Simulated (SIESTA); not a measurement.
System: As, space group Cmce (No. 64).

The given structure:
```yaml
crystal:
  lattice:
    - [1.82500, -5.50000, 0.00000]
    - [1.82500, 5.50000, 0.00000]
    - [0.00000, 0.00000, 4.47000]
  atoms:
    - { symbol: As, position: [0.39000, 0.61000, 0.56000] }
    - { symbol: As, position: [0.89000, 0.11000, 0.94000] }
    - { symbol: As, position: [0.61000, 0.39000, 0.44000] }
    - { symbol: As, position: [0.11000, 0.89000, 0.06000] }
```

Calculation (SIESTA 5.4.2): DFT in numerical atomic orbitals with pseudopotentials, no spin polarisation; energies at scaled volumes of the given cell, shape and fractions fixed, counted from the fit's minimum, third-order Birch-Murnaghan fit. Level: PBEsol.

k mesh 8×8×6; occupations Fermi–Dirac; smearing width 0.05 eV; potentials PseudoDojo 0.4 standard, converted to PSML, two zetas on semicore shells; program settings basis DZP, mesh cutoff 500 Ry.

Describe the result: the energy and pressure against volume. The volume takes the values 21.09, 21.54, 21.99, 22.43, 22.88, 23.33, 23.78 Å³/atom.

A third-order Birch–Murnaghan fit gives V0 = 23.18 Å³/atom, B0 = 64 GPa and B′ = 4.2. The energy is 44.39 meV/atom at volume 21.09 Å³/atom and 2.98 meV/atom at 23.78 Å³/atom; the lowest computed point is at volume 23.33 Å³/atom (0.19 meV/atom). The pressure falls from 7.44 GPa at volume 21.09 Å³/atom to −1.55 GPa at 23.78 Å³/atom, and changes sign near 23.19 Å³/atom.

```
volume (Å³/atom)  energy (meV/atom)  pressure (GPa)
           21.09              44.39            7.44
           21.54              26.38            5.48
           21.99              13.48            3.78
           22.43               5.08            2.26
           22.88               0.77            0.87
           23.33               0.19           -0.41
           23.78               2.98           -1.55
```

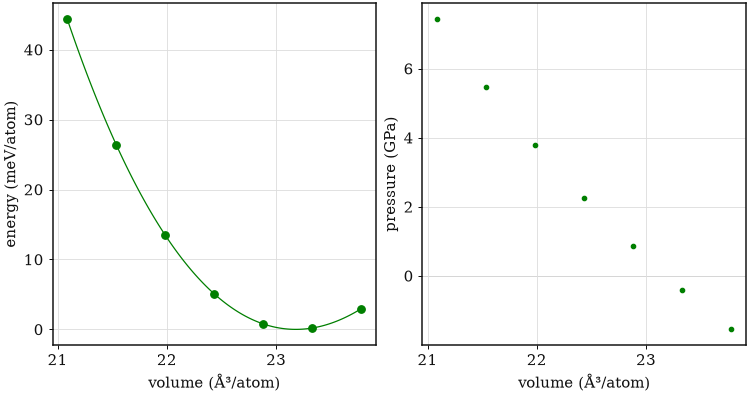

Caveats: mulliken charges of long orbitals; shape and atomic fractions are frozen while scaling, which makes layered, chain and framework solids too stiff.
